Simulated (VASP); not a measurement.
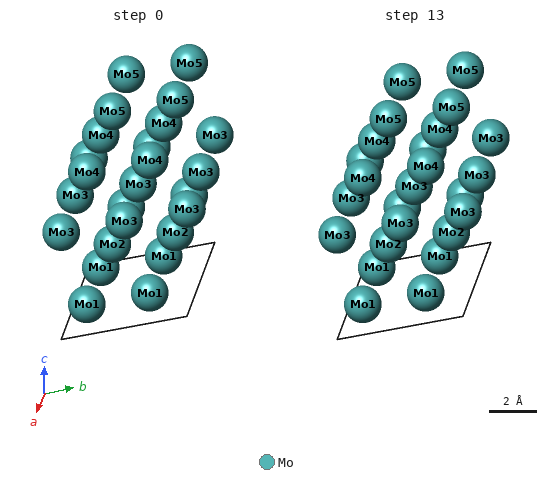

The structure of a slab of composition Mo before (left) and after (right) a relaxation, at one scale.

A spheres-only model of the 2 × 2 repeat of the cell, outlined in the plane, without the vacuum, seen from a free direction.

The run lets the atoms move in a fixed cell. 2 atoms are held fixed.

Method: Kohn-Sham DFT of a periodic cell, PBE with D3, VASP PAW PBE potentials, recommended (VASP 6.6.1).

The input:
```
SYSTEM = Mo
PREC = Accurate ; ENCUT = 520
EDIFF = 1E-6 ; ISMEAR = 0
SIGMA = 0.05 ; LREAL = .False.
LASPH = .True. ; NELM = 100
ALGO = Normal ; ISIF = 2
LWAVE = .False. ; LCHARG = .False.
LDIPOL = .True. ; IDIPOL = 3
DIPOL = 0.5 0.5 0.500 ; GGA = PE
IVDW = 11 ; IBRION = 2
NSW = 40 ; EDIFFG = -0.02
```

Command:
```bash
cat potpaw_PBE.64/Mo_sv/POTCAR > POTCAR
mpirun -np 1 vasp_std > vasp.out
```

Question: Describe what moved and what it gained.

Answer: The energy falls by 79.4 meV per cell of the calculation in 13 geometry steps. Largest force component: 0.26 eV/Å at the start, 0.31 eV/Å at the end. The largest move is that of Mo5, 0.39 Å along the normal (−c). The lattice vectors keep their values. Near-neighbour distances that change, for instance: Mo3–Mo4 2.850 → 2.712 Å, Mo2–Mo3 2.850 → 2.734 Å, Mo4–Mo5 2.850 → 2.788 Å.
